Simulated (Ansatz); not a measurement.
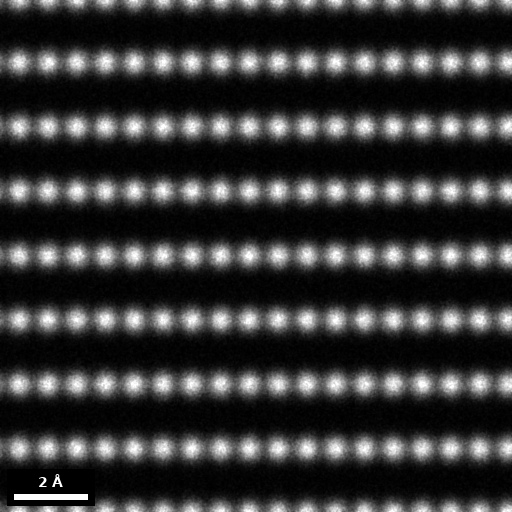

Dark-field STEM-like image of Mn (Fm-3m, No. 225). Simulated incoherent Z contrast: every atom adds Z^1.6 spread by a probe of 0.50 Å full width; channelling and multiple scattering are left out. Shot noise was added. Structure used: the geometry given to an electronic-structure calculation, possibly off equilibrium; the starting structure was generated, so it need not be a known form of this composition.

```cif
data_structure
_symmetry_space_group_name_H-M 'Fm-3m'
_symmetry_Int_Tables_number 225
_cell_length_a 3.5193
_cell_length_b 3.5193
_cell_length_c 3.5193
_cell_angle_alpha 90.000
_cell_angle_beta 90.000
_cell_angle_gamma 90.000
_cell_volume 43.59
loop_
_atom_site_label
_atom_site_type_symbol
_atom_site_symmetry_multiplicity
_atom_site_Wyckoff_symbol
_atom_site_fract_x
_atom_site_fract_y
_atom_site_fract_z
_atom_site_occupancy
Mn1 Mn 4 a 0.00000 0.00000 0.00000 1
```

Along which zone axis is the crystal seen: [210], [110] or [221]? (Directions equivalent by symmetry count as one.)

[210]. The projected cells are 0.79 × 1.76 Å, 90° for [210]; 2.16 × 2.16 Å, 109° for [110]; 0.83 × 1.31 Å, 108° for [221], and the image repeats as the [210] one does.
